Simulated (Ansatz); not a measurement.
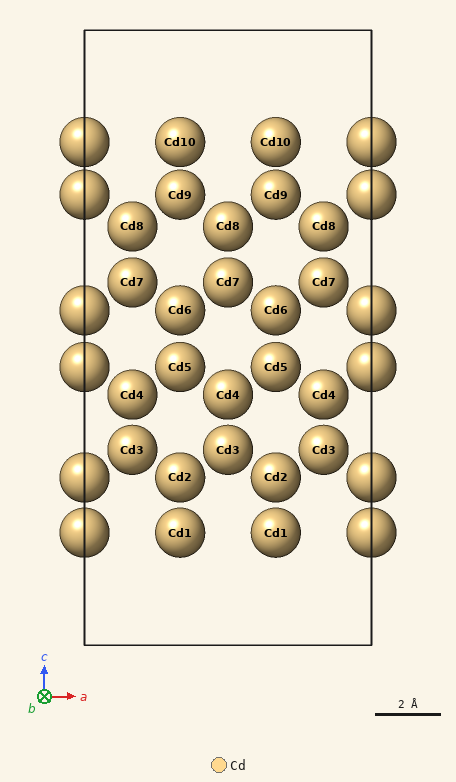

Fig. 1: The structure as given in the input (spheres-only view of the 3 × 1 repeat of the cell, with the vacuum cut short, along the b axis; atoms are numbered from 1 in the order of the input).

Run report: Cd, single-point calculation (part 1 of 2)

The run: single-point calculation of Cd (slab, 10 atoms in the cell). Method and program: DFT PBEsol, scalar-relativistic, plane waves, PAW, no spin polarisation (Ansatz 0.2.0).

The structure derives from an entry of the Crystallography Open Database. It belongs to a series of runs on one base structure; here: clean surface. Figures and captions count atoms from 1; the log counts them from 0 in places.

The program's output:
```
Engine: ansatz 0.2.0, x86_64-unknown-linux-gnu
Pseudopotentials: kind: paw
Pseudopotential: Cd, paw, valence charge 20, recommended cutoff 420 eV (normal), Cd.paw.azcp
Functional definition: PBEsol
  exchange = pbesol_x
  correlation = pbesol_c
Crystal: 10 atoms, lattice volume = 536.149 Å³
Basis set: ecut = 420 eV, 10445 PW (Γ), exchange–correlation on 40×80×432 points (8 copies of the dense FFT grid, shifted against one another)
Bands: 120, of which v1, the nominal top of the filled ones, is band 100 counted from 1 (99 counted from 0)
Symmetry: 4 space group operations
Space group: Pmm2 (ITA 25), of the structure as read, at distance tolerance 8.1e-5 Å
k-points: 66 of 220
Non-local potential: Cd, projectors of the file, l = 0: 3, l = 1: 2, l = 2: 2, l = 3: 1
PAW form: soft (Blöchl's): semilocal exchange-correlation on the pseudo side does not see the compensation charge
PAW frozen core: Cd, regenerated for the run's functional, and the local potential with it (the file was generated under x = pbe(κ = 0.804, μ = 0.2195149727645171), c = pbe(β = 0.06672455060314922))
PAW one-centre angular grid: Cd, 590 points (default); XC on 64 Gauss nodes
Initial density: read from a saved state, or passed on in memory by an earlier SCF of this step, an earlier step, the calling program or the single point that the run made first
Stability of the state it starts from, as read at its close in the unpolarized treatment: not read negative (Ritz values of 1 − χ₀K, real part plus size of imaginary part, from 1.1 to 1.1, by its mixing steps under the symmetry group of the SCF that read it)
Initial wavefunctions: pseudopotential atomic-orbital guess
Functional: x = pbesol(κ = 0.804, μ = 0.12345679012345678), c = pbesol(β = 0.046)
iter 1 solved again at ethr=3.84e-6 eV; its pass at ethr=3.10e-3 eV (dr2=7.68e-3 eV) is discarded
SCF iter   1: F=—  HF=-81838.690949 eV  |F-HF|=—  |Δ(HF+E_count)|=         —  Δρ=4.49e-4  dr2=5.10e-3  ethr=3.84e-6  p=0.001 e·Å  D=3.33e-4 V/Å  ΔV_dip=-0.01 eV  dr2_dipole=1.58e-4  V_vac-E_F(+/−)=4.38/4.39 eV  ⟨swp⟩=4.0  Hψ=53982  notcnv=0  defer=1
efield: sawtooth ramp at fractional position 0.9800 (handed on by an earlier solve), width 0.0400; the density the first Hamiltonian is built on has a dipole p = 0.001 e·Å; the dipole correction subtracts the counter field D = 3.33e-4 V/Å, which shifts the + side's vacuum level by -0.01 eV against the − side's; the planar-averaged density in the ramp window peaks in size at 5.9e-8 e/Å³
preconditioner: auto → LDOS  [metal: Δε(μ)=0.008 eV  Ē_g=11.849 eV  σ=0.100 eV  W_gap=0.04  n_scr=96 (ndim 8)  ℏωp=17.6 eV  f_vac=0.551  D(μ)=4.62/eV (n_scr^D=22)  β→1.0]
SCF iter   2: F=—  HF=-81838.689907 eV  |F-HF|=—  |Δ(HF+E_count)|=   1.04e-3  Δρ=2.46e-4  dr2=5.68e-4  ethr=2.55e-6  p=0.001 e·Å  D=2.34e-4 V/Å  ΔV_dip=-0.01 eV  dr2_dipole=6.72e-7  V_vac-E_F(+/−)=4.37/4.37 eV  ⟨swp⟩=2.2  Hψ=12437  notcnv=0  defer=4
SCF iter   3: F=—  HF=-81838.689923 eV  |F-HF|=—  |Δ(HF+E_count)|=   1.57e-5  Δρ=1.67e-4  dr2=2.26e-4  ethr=2.84e-7  p=0.001 e·Å  D=2.27e-4 V/Å  ΔV_dip=-0.01 eV  dr2_dipole=6.55e-8  V_vac-E_F(+/−)=4.36/4.37 eV  ⟨swp⟩=2.0  Hψ=13985  notcnv=0  defer=10
SCF iter   4: F=—  HF=-81838.689859 eV  |F-HF|=—  |Δ(HF+E_count)|=   6.36e-5  Δρ=3.94e-5  dr2=1.44e-5  ethr=1.13e-7  p=0.001 e·Å  D=1.99e-4 V/Å  ΔV_dip=-0.01 eV  dr2_dipole=1.81e-15  V_vac-E_F(+/−)=4.36/4.37 eV  ⟨swp⟩=2.0  Hψ=11863  notcnv=0  defer=10
SCF iter   5: F=—  HF=-81838.689951 eV  |F-HF|=—  |Δ(HF+E_count)|=   9.20e-5  Δρ=2.14e-5  dr2=2.73e-6  ethr=7.22e-9  p=0.001 e·Å  D=1.85e-4 V/Å  ΔV_dip=-0.01 eV  dr2_dipole=1.63e-9  V_vac-E_F(+/−)=4.36/4.37 eV  ⟨swp⟩=2.0  Hψ=13088  notcnv=0  defer=10
SCF iter   6: F=—  HF=-81838.689950 eV  |F-HF|=—  |Δ(HF+E_count)|=   5.16e-7  Δρ=3.68e-6  dr2=1.56e-7  ethr=1.36e-9  p=0.001 e·Å  D=1.78e-4 V/Å  ΔV_dip=-0.01 eV  dr2_dipole=2.80e-9  V_vac-E_F(+/−)=4.36/4.37 eV  ⟨swp⟩=2.0  Hψ=12852  notcnv=0  defer=10
SCF iter   7: F=-81838.689950 eV  HF=-81838.689950 eV  |F-HF|=1.42e-8  |Δ(HF+E_count)|=   3.85e-8  Δρ=2.22e-6  dr2=3.56e-8  ethr=5.00e-11  p=0.001 e·Å  D=1.73e-4 V/Å  ΔV_dip=-0.01 eV  dr2_dipole=1.64e-10  V_vac-E_F(+/−)=4.36/4.36 eV  ⟨swp⟩=24.5  Hψ=66441  notcnv=0
SCF 1 converged in 7 iterations: F = -81838.689950 eV  dr2 = 3.56e-8
  greatest PAW one-centre occupation: 1.000 electrons in one spin orbital (limit 2), on the Cd atom at site 3 (counted from 0), in its partial waves of l = 0
```

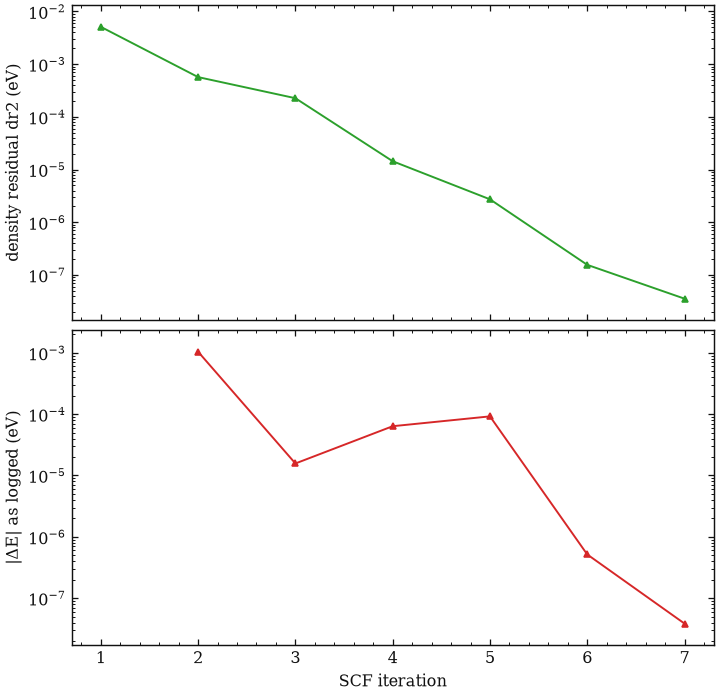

Fig. 2: Convergence of the self-consistent field: density residual dr2 and size of the energy change against the SCF iteration. The residual falls at every step.

```
WARN: The output density's exchange-correlation potential varies sharply where the density is thin. Do not read a vacuum level from v_tot or v_xc, or from such a field of the output density. On a cell that repeats whose density bears no net charge and no dipole along the vacuum's axis use v_es (v_loc + v_h of the components); under efield.dipole_correction with no amplitude use v_es + v_field, which holds any external_charges[].barrier, or the levels of the report's work_function block, which leave it out; under a non-zero efield.amplitude the vacuum is tilted and has no level; on a cell that repeats and bears such a dipole with no correction it is tilted too, and efield.dipole_correction with no amplitude gives each side of its ramp a level where efield: is served; in a cell that repeats whose density bears a net charge (total_charge, or a fill off its count) it is curved and has none; of a slab under crystal.periodic whose density bears no net charge use v_es, which has a level on each side, short of where the two are joined; of another it falls or rises all the way out and has none; of a slab beside external_charges read slab_vacuum_level instead, which it has where they leave it neutral. The grid or the basis barely resolves most such structure, and the values can differ between equally converged runs; as a rule a tighter scf.convergence.dr2_threshold does not remove it. Where the density itself ripples (under the LDA too) a higher basis.ecutwfc lessens it. The files hold the spikes' plane waves up to the density's cutoff. Files: v_tot_of_output_density and the like, and their columns of v_z.tsv (output.write_potential); v_xc_of_output_density and the like, and their columns of v_comp_z.tsv (output.write_potential_components). Measured: with its Gaussian average of σ = 0.25 Å subtracted twice, the exchange-correlation potential is over 0.1 eV at 303 of the grid points where the equally averaged density (valence and model cores) is under 1e-3 e/Å³, and 0.258 eV at the most among them, at an averaged density of 2.2e-9 e/Å³. The input density's (outcome.potential() and, of a run that writes arrays, v_tot and v_xc) is over 0.1 eV, so measured, at 2 points of its own thin density, 0.208 eV at the most. See output.write_potential in the manual, Limitations
SCF converged after 7 iterations
Free energy (F): -81838.689950 eV
Harris-Foulkes:  -81838.689950 eV  (|F-HF|=1.42e-8)
Internal energy: -81838.666772 eV  (E = F + TS)
E sigma→0 (E₀):  -81838.678361 eV
Entropy (-TS):   -0.023179 eV (-2.318 meV/atom)
Fermi energy:    3.214942 eV
Dipole field:    D = 0.000163 V/Å  (p = 0.000482 e·Å, saw-weighted, corrected)
Work function:   Φ+ = 4.3588 eV   Φ− = 4.3641 eV
Levels:          The Fermi level and band energies are counted from a zero that moves with the ramp; work functions are not
--- Per-component energies (eV) ---
  E_band       = -6175.823240
  E_kinetic    = 5045.872236
  E_local      = -429638.698975  (includes V_loc(G=0)·N_el)
  E_nonlocal   = 352.372360
  E_hartree    = 212827.892144
  E_xc         = -1753.625421
  E_vxc        = -2209.002933  (∫ρ·V_xc dr)
  E_paw        = -40128.391916  (= ΣΔE_a)
  E_vpaw       = -5382.078110  (= ΣTr[D̂ρ^β])
  E_aug_tail   = 0.000128  (compensation charges beyond the density's cutoff)
  E_efield     = 0.000000  (sawtooth field / dipole correction)
  E_vefield    = -0.001669  (∫n·V_field dr)
  E_ewald      = 171452.493074
  E_core_change = 3.419597  (= ΣΔE_core)
  E_smearing   = -0.023179  (= −TS)
  E_closure    = 0.000000  (closes the sum)
  Σ components = -81838.689950   (vs F -81838.689950, Δ=0.00e0)
--- Forces (eV/Å), atoms counted from 1 ---
  atom   1  Cd     0.00000000     0.00000000    -0.11267043
  atom   2  Cd     0.00000000     0.00000000    -0.19357878
  atom   3  Cd     0.00000000     0.00000000     0.05105910
  atom   4  Cd     0.00000000     0.00000000     0.21816303
  atom   5  Cd     0.00000000     0.00000000     0.06873255
  atom   6  Cd     0.00000000     0.00000000     0.01118785
  atom   7  Cd     0.00000000     0.00000000     0.00378098
  atom   8  Cd     0.00000000     0.00000000    -0.05763149
  atom   9  Cd     0.00000000     0.00000000    -0.03186686
  atom  10  Cd     0.00000000     0.00000000     0.04281870
  max |Σ_I F_I| component: 5.35e-6 eV/Å
--- Band table (eV; the first three rows and the last of 66) ---
  k-point 0: bands = ["-99.6382", "-99.6327", "-99.6252", "-99.6158", "-99.5746", "-99.5644", "-99.5018", "-99.4286", "-99.2293", "-99.2162", "-60.7283", "-60.7259", "-60.7207", "-60.7067", "-60.7026", "-60.7020", "-60.7013", "-60.6947", "-60.6923", "-60.6886", "-60.6864", "-60.6815", "-60.6559", "-60.6557", "-60.6465", "-60.6376", "-60.6321", "-60.6302", "-60.5873", "-60.5831", "-60.5571", "-60.5127", "-60.5126", "-60.4843", "-60.3220", "-60.3172", "-60.3068", "-60.3043", "-60.2776", "-60.2666", "-6.5639", "-6.4170", "-6.3785", "-6.3378", "-6.2719", "-6.1711", "-6.1638", "-6.0778", "-6.0086", "-5.9702", "-5.9366", "-5.9240", "-5.8520", "-5.7856", "-5.7368", "-5.7332", "-5.7213", "-5.7148", "-5.6876", "-5.6420", "-5.6023", "-5.5712", "-5.5646", "-5.5576", "-5.4799", "-5.4697", "-5.4661", "-5.4156", "-5.4155", "-5.3774", "-5.3580", "-5.3515", "-5.3469", "-5.3132", "-5.2471", "-5.1803", "-5.1451", "-5.1406", "-5.1065", "-5.0841", "-5.0793", "-5.0672", "-5.0236", "-5.0158", "-4.9875", "-4.9424", "-4.9274", "-4.8609", "-4.8429", "-4.7641", "-4.7519", "-4.5096", "-3.3512", "-1.9024", "-0.3604", "0.4763", "0.6385", "1.0388", "1.2377", "1.5253", "2.2641", "2.7580", "2.8048", "3.6173", "4.2257", "4.5022", "5.4332", "6.1402", "6.9205", "6.9402", "7.4130", "7.5202", "7.7656", "8.6652", "8.7133", "9.3135", "9.7365", "10.0887", "10.3941", "10.7022"]
```
